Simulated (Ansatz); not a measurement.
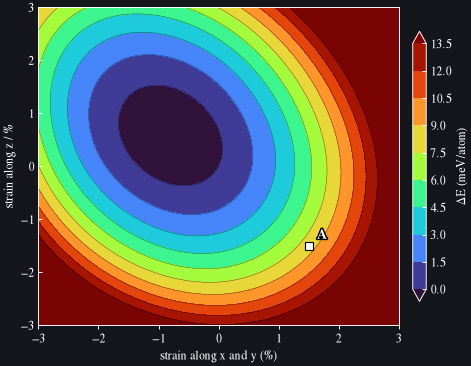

CdH2O2 (P-3m1, No. 164; 5 atoms in the cell). The cell is strained homogeneously, by one strain along x and y and another along z, with fractional coordinates fixed (x along [1 0 0], z along [0 0 1] of the conventional cell). First axis: strain along x and y. Second axis: strain along z. The grid has 5 × 5 points. Points are written as (first, second). Energies are in meV/atom, from the lowest grid point. The reference cell is the one listed in the database, not relaxed at this level. Level of theory: DFT PBEsol, scalar-relativistic, plane waves, PAW (Ansatz 0.2.0). Settings: cutoff 420 eV, k-mesh 9×9×6 in the order of the run's cell vectors, gaussian smearing 0.05 eV, no spin polarisation.

Drawn: filled contours, one colour for all values above the top of the scale, the point A. Between grid points the surface is interpolated.

Which way does the force act at A, and how strong is it?

A, at (1.5 %, −1.5 %), is not a stationary point. The computed force is 4.8 meV/atom for each 1 % towards smaller values of strain along x and y and 3.6 meV/atom for each 1 % towards larger values of strain along z.
